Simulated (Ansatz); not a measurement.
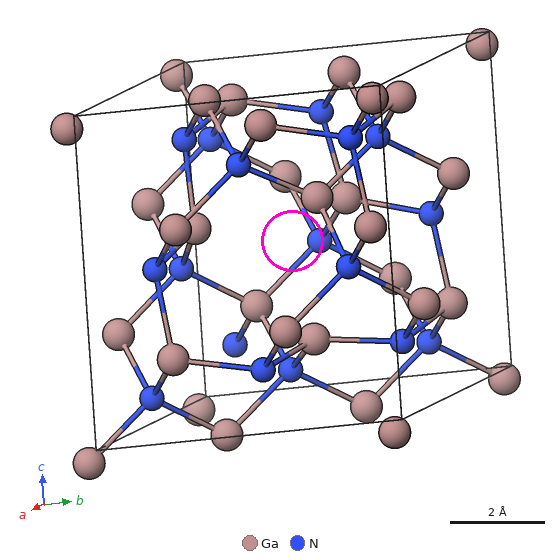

Drawn in the ball-and-stick manner and seen from a general direction. The outline marks the supercell. The host is GaN, in a cell of 36 sites, and the cell carries a charge of +2. A ring marks the defect's site.

Spot the defect.

A nitrogen vacancy. Around the empty site lie four Ga at about 2.1 to 2.2 Å.

The calculation used DFT PBE, scalar-relativistic, plane waves, PAW (Ansatz), with plane waves to 420 eV, the zone sampled with 2×2×2 points, Gaussian smearing of 0.01 eV, collinear spins.

Does the calculation give a net moment?

Yes, 1.0 μB in the cell.

The atoms were relaxed in the host's cell with DFT PBE, scalar-relativistic, plane waves, PAW in Ansatz.
